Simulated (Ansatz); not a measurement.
Read the following structure.

```
Cu
1.0
     2.74131    0.00000    0.00000
     0.00000    2.74131    0.00000
     0.00000    0.00000    2.68336
Cu
2
Cartesian
  0.0000 0.0000 0.0000
  1.3707 1.3707 1.3417
```

> Summarise the structure in words.

The element is copper. Strictly the space group is I4/mmm (No. 139, within 0.01 Å). It is a distorted form of a body-centred cubic structure, space group Im-3m (No. 229) within 0.25 Å: body-centred cubic (W type). The cell holds two atoms.

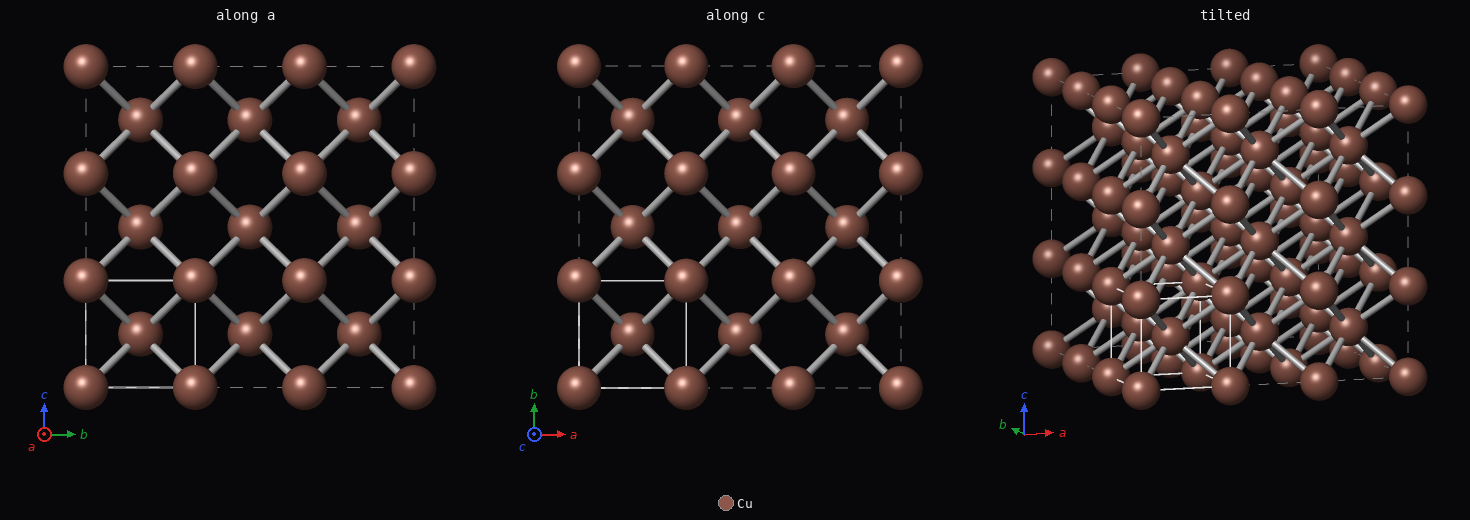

The structure above is drawn in ball-and-stick style and viewed along the a axis, along the c axis and slightly off an axis. Shown are 3×3×3 repeats of the drawn cell (a repeat of the simulation cell), one of them outlined in solid lines.

Starting structure: a structure listed in the Materials Project. The cell was then strained or its atoms displaced on purpose. It was run through Ansatz as a DFT input.

At this level of theory the cell isn't at rest (compressed, at 29 GPa), so its distances can differ from those at equilibrium, the more so the softer the solid.
